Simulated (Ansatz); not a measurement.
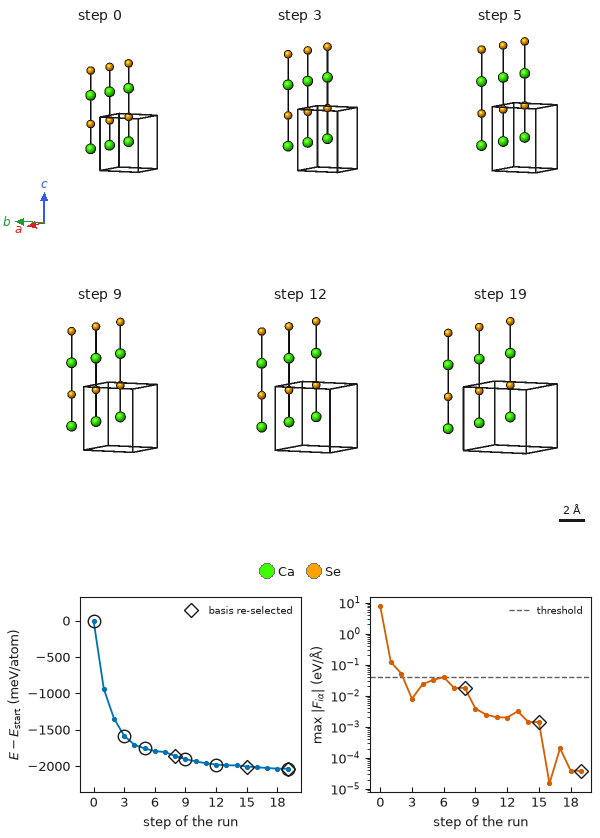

Frames of a relaxation of crystalline CaSe (a generated structure, set up in P4mm) (coarse preliminary run), marked on the history of the run. A ball-and-stick model of the cell of the calculation, repeated 3 × 1 × 2 with one cell outlined, seen from a free direction.

Computed with Ansatz, DFT PBE, scalar-relativistic, plane waves, PAW. Settings: plane-wave cutoff 420 eV; k-point mesh 6 × 6 × 4; occupations gaussian; smearing width 0.1 eV; no spin polarisation; cell and atoms relaxed; force threshold 0.04 eV/Å; at most 70 steps.

Question: What happens along the run?

Answer: The energy falls by 2034 meV per atom in 16 accepted moves (19 points after the start). The largest force component goes from 7.8 to under 0.0001 eV/Å. Pressure: 37.17 GPa at the start and 0.16 GPa at the end. The SCF was repeated 3 times at an unchanged geometry on a basis and grid sized afresh for the cell, which shifted the energy by 56.9 meV per atom at most. The largest moves relative to the cell, 0.095 Å, are those of Ca and Se atoms. By element the largest moves are Ca 0.095 Å, Se 0.095 Å. Cell: a = b 3.502 → 5.738 Å (+63.9 %), c 4.409 → 5.261 Å (+19.3 %). Volume +220.4 %. Near-neighbour distances that change, for instance: Ca–Ca 3.502 → 5.738 Å, Ca–Se 2.046 → 2.630 Å, Ca–Se 2.363 → 2.630 Å. The space group (tolerance 0.01 Å) goes from P4mm (No. 99) to P4/mmm (No. 123). From step 0 to 3: Ca and Se atoms move most (0.09 Å), volume +23.8 %, energy −1584 meV per atom. From step 3 to 5: volume +24.9 %, energy −172 meV per atom. From step 5 to 9: volume +26.7 %, energy −146 meV per atom. From step 9 to 12: volume +25.1 %, energy −76.2 meV per atom. From step 12 to 19: volume +30.7 %, energy −55.9 meV per atom.
